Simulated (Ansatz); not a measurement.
## Geometry relaxation, with input and output: SrTiO3

System: SrTiO3 (Pm-3m, 5 atoms in the cell).
Method: DFT PBEsol, scalar-relativistic, plane waves, PAW, no spin polarisation (Ansatz 0.2.0).

The structure derives from an entry of the Crystallography Open Database. Figures and captions count atoms from 1; the log counts them from 0 in places.

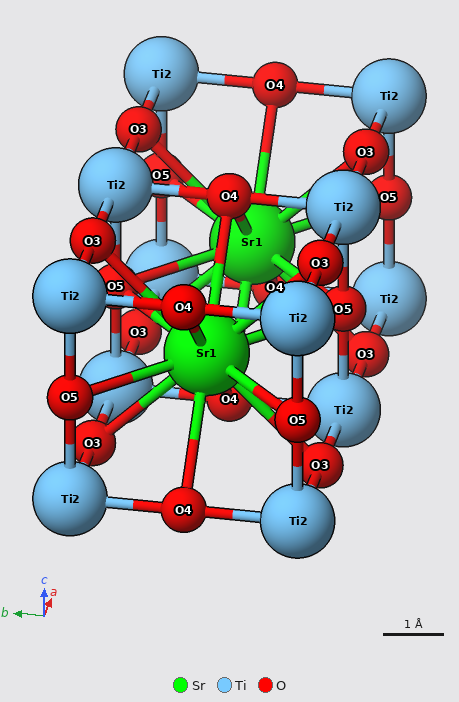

**Figure 1.** The starting structure (ball-and-stick view of the cell of the calculation, repeated 2 × 1 × 1, seen at an oblique angle; atoms are numbered from 1 in the order of the input). An atom can appear more than once, as a periodic image.

## Input file
```yaml
crystal:
  lattice:
    - [3.8911204492, 0.0, 0.0]
    - [0.0, 3.8911204492, 0.0]
    - [0.0, 0.0, 3.8911204492]
  atoms:
    - { symbol: Sr, position: [0.5, 0.5, 0.5] }
    - { symbol: Ti, position: [0.0, 0.0, 0.0] }
    - { symbol: O, position: [0.5, 0.0, 0.0] }
    - { symbol: O, position: [0.0, 0.5, 0.0] }
    - { symbol: O, position: [0.0, 0.0, 0.5] }
basis:
  ecutwfc: 420
kpoints:
  mp_grid: { grid: [8, 8, 8] }
hamiltonian:
  xc: pbesol
scf:
  occupations: { method: fixed }
output:
  forces: true
  stress: true
  eigenvalues: true
relax:
  adjacent_minimum: "off"
  f_tol: 0.001
  max_steps: 60
  cell: { stress_tol: 0.01 }
```

Hardware: 2 threads of Intel Xeon (Granite Rapids), 64 GiB of memory available, shared host.

Command:
```bash
ansatz run input.yaml --threads 2 --pin off --max-ram 5120MiB --backend cpu --events-out ev --progress --plain --runs-dir out
```

## Output
```
Engine: ansatz 0.2.0, x86_64-unknown-linux-gnu
Pseudopotentials: kind: paw
Pseudopotential: Sr, paw, valence charge 10, recommended cutoff 420 eV (normal), Sr.paw.azcp
Pseudopotential: Ti, paw, valence charge 12, recommended cutoff 420 eV (normal), Ti.paw.azcp
Pseudopotential: O, paw, valence charge 6, recommended cutoff 420 eV (normal), O.paw.azcp
Functional definition: PBEsol
  exchange = pbesol_x
  correlation = pbesol_c
Crystal: 5 atoms, lattice volume = 58.915 Å³
Basis set: ecut = 420 eV, 1189 PW (Γ), exchange–correlation on 54×54×54 points (8 copies of the dense FFT grid, shifted against one another)
Bands: 25, of which v1, the nominal top of the filled ones, is band 20 counted from 1 (19 counted from 0)
Symmetry: 48 space group operations
Space group: Pm-3m (ITA 221), of the structure as read, at distance tolerance 3.9e-5 Å
k-points: 35 of 512
Non-local potential: Sr, projectors of the file, l = 0: 3, l = 1: 2, l = 2: 2
Non-local potential: Ti, projectors of the file, l = 0: 3, l = 1: 2, l = 2: 3, l = 3: 1
Non-local potential: O, projectors of the file, l = 0: 2, l = 1: 2, l = 2: 1
PAW form: soft (Blöchl's): semilocal exchange-correlation on the pseudo side does not see the compensation charge
PAW frozen core: Sr, regenerated for the run's functional, and the local potential with it (the file was generated under x = pbe(κ = 0.804, μ = 0.2195149727645171), c = pbe(β = 0.06672455060314922))
PAW frozen core: Ti, regenerated for the run's functional, and the local potential with it (the file was generated under x = pbe(κ = 0.804, μ = 0.2195149727645171), c = pbe(β = 0.06672455060314922))
PAW frozen core: O, regenerated for the run's functional, and the local potential with it (the file was generated under x = pbe(κ = 0.804, μ = 0.2195149727645171), c = pbe(β = 0.06672455060314922))
PAW one-centre angular grid: Sr, 110 points (default); XC on 64 Gauss nodes
PAW one-centre angular grid: Ti, 590 points (default); XC on 64 Gauss nodes
PAW one-centre angular grid: O, 110 points (default); XC on 64 Gauss nodes
Initial density: superposition of atomic densities (neutral atoms: chi_scale 0, normalization atom), corrected by the library's trained network
Initial wavefunctions: pseudopotential atomic-orbital guess
Functional: x = pbesol(κ = 0.804, μ = 0.12345679012345678), c = pbesol(β = 0.046)
SCF iter   1: F=—  HF=-7657.273305 eV  |F-HF|=—  |Δ(HF+E_count)|=         —  Δρ=1.70e-2  dr2=1.43e-1  ethr=1.77e-3  ⟨swp⟩=4.6  Hψ=3761  notcnv=0  defer=74
preconditioner: auto → Resta (q_TF=auto, 2.558 Å⁻¹)  ε∞=5.7  [insulator: Δε(μ)=1.652 eV  Ē_g=12.258 eV  n_scr=18 (ndim 8)  ℏωp=26.5 eV  f_vac=0.000  ε∞_Penn≈5.7]
SCF iter   2: F=—  HF=-7657.248566 eV  |F-HF|=—  |Δ(HF+E_count)|=   2.47e-2  Δρ=7.31e-3  dr2=2.92e-2  ethr=3.58e-4  ⟨swp⟩=2.0  Hψ=1565  notcnv=0  defer=84
SCF iter   3: F=—  HF=-7657.243078 eV  |F-HF|=—  |Δ(HF+E_count)|=   5.49e-3  Δρ=1.90e-3  dr2=1.93e-3  ethr=7.30e-5  ⟨swp⟩=2.0  Hψ=1247  notcnv=0  defer=82
SCF iter   4: F=—  HF=-7657.242726 eV  |F-HF|=—  |Δ(HF+E_count)|=   3.52e-4  Δρ=5.97e-4  dr2=1.25e-4  ethr=4.83e-6  ⟨swp⟩=2.1  Hψ=1448  notcnv=0  defer=94
SCF iter   5: F=—  HF=-7657.242751 eV  |F-HF|=—  |Δ(HF+E_count)|=   2.46e-5  Δρ=8.95e-5  dr2=6.02e-6  ethr=3.13e-7  ⟨swp⟩=2.0  Hψ=1388  notcnv=0  defer=50
SCF iter   6: F=—  HF=-7657.242988 eV  |F-HF|=—  |Δ(HF+E_count)|=   2.37e-4  Δρ=3.34e-5  dr2=6.89e-7  ethr=1.51e-8  ⟨swp⟩=2.0  Hψ=1490  notcnv=0  defer=40
SCF iter   7: F=-7657.242988 eV  HF=-7657.242988 eV  |F-HF|=4.37e-9  |Δ(HF+E_count)|=   2.26e-7  Δρ=7.70e-6  dr2=2.05e-8  ethr=2.50e-10  ⟨swp⟩=11.9  Hψ=5028  notcnv=0
SCF 1 converged in 7 iterations: F = -7657.242988 eV  dr2 = 2.05e-8
  greatest PAW one-centre occupation: 0.999 electrons in one spin orbital (limit 2), on the Ti atom at site 1 (counted from 0), in its partial waves of l = 0
relax step   1: F+E_penalty+E_count = -7657.24298823 eV  Δ(F+E_penalty+E_count) = +0.000e0 eV  max|allowed force component| = 7.849e-30 eV/Å  Δτ_max = 0.0000 Å  P = -0.002 GPa  Ω = 58.915 Å³  (7 SCF iters, dr2 threshold 1.00e-7 eV, accepted)
Initial density: handed on by an earlier stage of this run
Initial wavefunctions: pseudopotential atomic-orbital guess (no wavefunctions were taken with the density)
iter 1 solved again at ethr=2.90e-7 eV; its pass at ethr=3.10e-3 eV (dr2=1.16e-4 eV) is discarded
SCF iter   1: F=—  HF=-7657.242752 eV  |F-HF|=—  |Δ(HF+E_count)|=         —  Δρ=2.18e-5  dr2=1.64e-7  ethr=2.90e-7  ⟨swp⟩=3.9  Hψ=6155  notcnv=0  defer=96
preconditioner: auto → Resta (q_TF=auto, 2.558 Å⁻¹)  ε∞=5.6  [insulator: Δε(μ)=1.852 eV  Ē_g=12.334 eV  n_scr=18 (ndim 8)  ℏωp=26.5 eV  f_vac=0.000  ε∞_Penn≈5.6]
SCF iter   2: F=—  HF=-7657.242988 eV  |F-HF|=—  |Δ(HF+E_count)|=   2.37e-4  Δρ=1.62e-5  dr2=1.46e-7  ethr=4.09e-10  ⟨swp⟩=3.0  Hψ=1786  notcnv=0  defer=82
SCF iter   3: F=—  HF=-7657.242988 eV  |F-HF|=—  |Δ(HF+E_count)|=   2.50e-8  Δρ=4.78e-6  dr2=1.14e-8  ethr=3.65e-10  ⟨swp⟩=2.1  Hψ=999  notcnv=0  defer=82
SCF iter   4: F=—  HF=-7657.242988 eV  |F-HF|=—  |Δ(HF+E_count)|=  5.63e-10  Δρ=1.33e-6  dr2=8.75e-10  ethr=2.86e-11  ⟨swp⟩=2.1  Hψ=1177  notcnv=0  defer=82
SCF iter   5: F=—  HF=-7657.242988 eV  |F-HF|=—  |Δ(HF+E_count)|=  4.75e-10  Δρ=4.82e-7  dr2=8.56e-11  ethr=2.19e-12  ⟨swp⟩=2.3  Hψ=1186  notcnv=0  defer=82
SCF iter   6: F=—  HF=-7657.242988 eV  |F-HF|=—  |Δ(HF+E_count)|=  1.09e-11  Δρ=3.30e-7  dr2=3.53e-11  ethr=1.00e-12  ⟨swp⟩=1.0  Hψ=840  notcnv=0  defer=82
SCF iter   7: F=—  HF=-7657.242988 eV  |F-HF|=—  |Δ(HF+E_count)|=  1.82e-12  Δρ=1.39e-7  dr2=7.47e-12  ethr=1.00e-12  ⟨swp⟩=1.0  Hψ=840  notcnv=0  defer=82
SCF iter   8: F=—  HF=-7657.242988 eV  |F-HF|=—  |Δ(HF+E_count)|=  9.09e-13  Δρ=8.25e-8  dr2=2.38e-12  ethr=1.00e-12  ⟨swp⟩=11.8  Hψ=5023  notcnv=0
SCF iter   9: F=-7657.242988 eV  HF=-7657.242988 eV  |F-HF|=1.82e-12  |Δ(HF+E_count)|=  9.09e-13  Δρ=3.98e-8  dr2=5.42e-13  ethr=1.00e-12  ⟨swp⟩=4.4  Hψ=2931  notcnv=0
SCF 2 converged in 9 iterations: F = -7657.242988 eV  dr2 = 5.42e-13
relax step   2: F+E_penalty+E_count = -7657.24298823 eV  Δ(F+E_penalty+E_count) = -7.116e-9 eV  max|allowed force component| = 1.140e-29 eV/Å  Δτ_max = 0.0000 Å  P = -0.002 GPa  Ω = 58.915 Å³  stress off target by 2.36e-3 GPa  SCF on the basis re-selected at this cell (its energy is not comparable with the rows above)  (9 SCF iters)
```

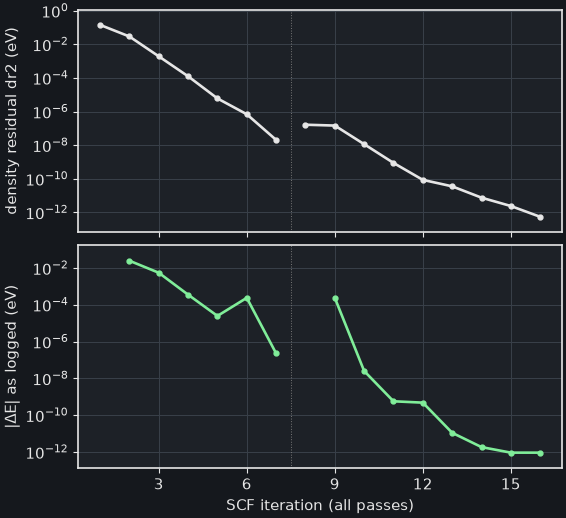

**Figure 2.** Convergence of the self-consistent field: density residual dr2 and size of the energy change against the SCF iteration. The dotted lines part the SCF passes of the relaxation: geometry steps, rejected trials and re-solves on a re-selected basis. The passes take 7 and 9 iterations.

```
basis re-selected at this cell: Δ(F+E_penalty+E_count) = -7.116e-9 eV, ΔP = -0.000 GPa vs the last step (what re-selecting the basis moved, of the pressure what is left beyond the Pulay correction that the steps carried, after the strain that the cell walked since its last selection, with what the two solves' SCF thresholds leave and, on support functions, any second-order correction that the steps lacked; it is no measure of the basis error at this ecutwfc). This SCF's stress stands 2.36e-3 GPa from its target on what of the cell is left free (relax.cell.stress_tol is 1.00e-2 GPa) and its largest allowed force component is 1.14e-29 eV/Å (relax.f_tol is 1.00e-3 eV/Å): within both
SCF converged after 9 iterations
Free energy (F): -7657.242988 eV
Harris-Foulkes:  -7657.242988 eV  (|F-HF|=1.82e-12)
Internal energy: -7657.242988 eV  (E = F + TS)
E sigma→0 (E₀):  -7657.242988 eV
Fermi energy:    10.004050 eV
--- Per-component energies (eV) ---
  E_band       = -202.081929
  E_kinetic    = 1046.212175
  E_local      = -2367.036791  (includes V_loc(G=0)·N_el)
  E_nonlocal   = 351.497193
  E_hartree    = 825.559199
  E_xc         = -491.039978
  E_vxc        = -569.043041  (∫ρ·V_xc dr)
  E_paw        = -4121.206513  (= ΣΔE_a)
  E_vpaw       = -314.837455  (= ΣTr[D̂ρ^β])
  E_aug_tail   = 0.007591  (compensation charges beyond the density's cutoff)
  E_ewald      = -2901.615460
  E_core_change = 0.379595  (= ΣΔE_core)
  E_smearing   = -0.000000  (= −TS)
  E_closure    = -0.000000  (closes the sum)
  Σ components = -7657.242988   (vs F -7657.242988, Δ=0.00e0)
--- Forces (eV/Å), atoms counted from 1 ---
  atom   1  Sr     0.00000000    -0.00000000     0.00000000
  atom   2  Ti    -0.00000000    -0.00000000     0.00000000
  atom   3  O      0.00000000    -0.00000000     0.00000000
  atom   4  O      0.00000000     0.00000000     0.00000000
  atom   5  O      0.00000000    -0.00000000     0.00000000
  max |Σ_I F_I| component: 3.24e-29 eV/Å
--- Stress (GPa, compression-positive) ---
       -0.002364       0.000000      -0.000000
        0.000000      -0.002364       0.000000
        0.000000       0.000000      -0.002364
  P = ⅓ Tr σ = -0.0024 GPa (-0.024 kbar)
--- Band table (eV; the first three rows and the last of 35) ---
  k-point 0: bands = ["-46.0802", "-22.5438", "-22.4675", "-22.4675", "-22.4675", "-7.3855", "-6.3718", "-6.3718", "-4.5716", "-4.5716", "-4.5716", "7.1522", "7.1522", "7.1522", "8.7957", "8.7957", "8.7957", "9.6626", "9.6626", "9.6626", "11.8560", "11.8560", "11.8560", "14.4591", "14.4591"]
  k-point 1: bands = ["-46.0800", "-22.5658", "-22.4670", "-22.4670", "-22.4528", "-7.3910", "-6.3744", "-6.3656", "-4.5641", "-4.5641", "-4.4630", "6.9437", "7.1392", "7.1392", "8.5854", "8.5854", "8.6523", "9.1761", "9.5608", "9.5608", "11.8809", "12.2228", "12.2228", "14.4649", "14.9268"]
  k-point 2: bands = ["-46.0795", "-22.6063", "-22.4658", "-22.4658", "-22.4297", "-7.4563", "-6.3506", "-6.2859", "-4.5459", "-4.5459", "-4.2343", "6.4211", "7.1129", "7.1129", "8.1398", "8.1398", "8.3050", "8.3377", "9.4138", "9.4138", "11.9428", "12.9614", "12.9614", "14.4727", "15.7695"]
  k-point 34: bands = ["-46.0760", "-22.5367", "-22.5367", "-22.5367", "-22.4768", "-5.9797", "-5.9797", "-5.9797", "-4.8623", "-4.8623", "-4.8623", "5.3018", "5.7809", "5.7809", "6.2071", "6.2071", "6.2071", "10.0041", "10.0041", "10.0041", "14.5690", "14.5690", "14.5690", "16.9417", "16.9417"]
--- Relaxed structure (1 steps of the walk, 1 accepted, 1 SCFs on fresh bases) ---
  F+E_penalty+E_count = -7657.24298823 eV   max|allowed force component| = 1.140e-29 eV/Å   (the final SCF, on the basis selected at the relaxed cell)
  cell:  # Å, volume = 58.9147 Å³
    - [3.8911204492, 0.0, 0.0]
    - [0.0, 3.8911204492, 0.0]
    - [0.0, 0.0, 3.8911204492]
  atoms:
    - { symbol: Sr, position: [0.5, 0.5, 0.5] }
    - { symbol: Ti, position: [0.0, 0.0, 0.0] }
    - { symbol: O, position: [0.5, 0.0, 0.0] }
    - { symbol: O, position: [0.0, 0.5, 0.0] }
    - { symbol: O, position: [0.0, 0.0, 0.5] }
```

## Trajectory as extended XYZ (Å, eV, eV/Å), 2 frames, from step=1 to step=2
```
5
Lattice="3.8911 0.0000 0.0000 0.0000 3.8911 0.0000 0.0000 0.0000 3.8911" Properties=species:S:1:pos:R:3:forces:R:3 step=1 energy=-7657.24299 pressure_GPa=-0.00
Sr    1.9456    1.9456    1.9456    0.0000   0.0000   0.0000
Ti    0.0000    0.0000    0.0000    0.0000   0.0000   0.0000
O     1.9456    0.0000    0.0000    0.0000   0.0000   0.0000
O     0.0000    1.9456    0.0000    0.0000   0.0000   0.0000
O     0.0000    0.0000    1.9456    0.0000   0.0000   0.0000
5
Lattice="3.8911 0.0000 0.0000 0.0000 3.8911 0.0000 0.0000 0.0000 3.8911" Properties=species:S:1:pos:R:3:forces:R:3 step=2 energy=-7657.24299 pressure_GPa=-0.00
Sr    1.9456    1.9456    1.9456    0.0000   0.0000   0.0000
Ti    0.0000    0.0000    0.0000    0.0000   0.0000   0.0000
O     1.9456    0.0000    0.0000    0.0000   0.0000   0.0000
O     0.0000    1.9456    0.0000    0.0000   0.0000   0.0000
O     0.0000    0.0000    1.9456    0.0000   0.0000   0.0000
```

## Key numbers

```csv
quantity,value
outcome,converged
space group (tolerance 0.01 Å),Pm-3m (221)
electrons treated,40
free energy,−7657.2430 eV
Fermi energy,10.004 eV
gap on the k-point mesh,1.85 eV
pressure,0.00 GPa
final volume,58.91 Å³
largest force (length of the vector) at the end,under 0.001 eV/Å
final cell,"a = 3.891 Å, b = 3.891 Å, c = 3.891 Å, α = 90.00°, β = 90.00°, γ = 90.00°"
wall time,3.6 s (CPU time 6.4 s)
peak memory,0.38 GiB
```
